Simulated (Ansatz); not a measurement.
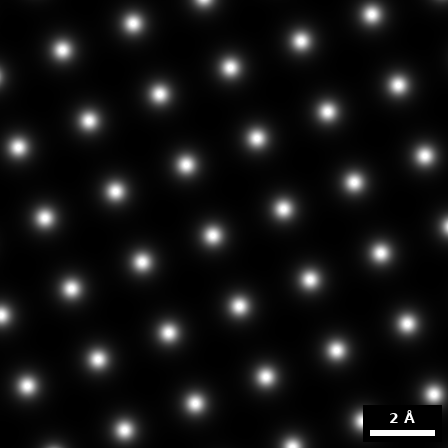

Projected-potential map of a crystal. Computed as the sum of neutral-atom potentials (tabulated electron scattering factors, B = 0.5 Å²) projected along the beam and smoothed by 0.25 Å; brighter is more positive.

### Measure the repeat of the pattern.

The pattern repeats on a square net with a repeat of 2.4 Å.

### What is the plane group of the image?

p4mm: fourfold points with mirror lines through them along the axes and the diagonals.

### How many columns does the smallest repeating cell hold, and how many levels of brightness?

1 column in the primitive cell of 5.6 Å², all of one brightness.

The crystal is Cu (Pm-3m, No. 221) seen along [001]. Model: the input geometry of a calculation; the starting structure was generated, so it need not be a known form of this composition.
